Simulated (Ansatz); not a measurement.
Here is a crystal structure:

```xyz
1
Lattice="2.8616 0.0000 0.0000 -1.4308 2.4782 0.0000 0.0000 0.0000 2.6729" Properties=species:S:1:pos:R:3 pbc="T T T"
Mo    0.0000    0.0000    0.0000
```

### What would you see if this were drawn?

The element is molybdenum. Space group P6/mmm (No. 191), lattice primitive hexagonal. Prototype: simple hexagonal. The cell holds one atom. Around each Mo lie eight Mo at 2.67 to 2.86 Å. The bonds build a three-dimensional framework.

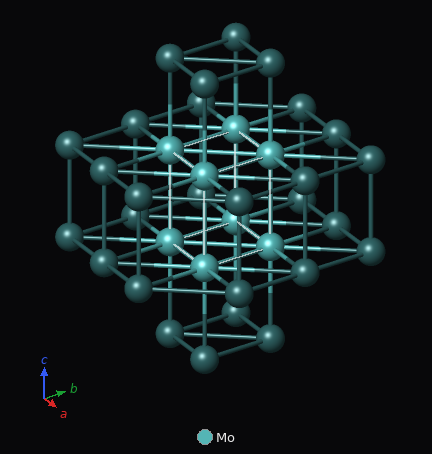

The figure gives a ball-and-stick picture of the atoms, viewed slightly off an axis. The wireframe shows the conventional unit cell. The bonded neighbours beyond the faces are included, in fainter colours. Colours: molybdenum teal.

It goes back to a structure listed in the Materials Project. The cell was then strained or its atoms displaced on purpose. Ansatz was used for an electronic-structure calculation on it.

At this level of theory the cell isn't at rest (stretched, at -22 GPa), so its distances can differ from those at equilibrium, the more so the softer the solid.
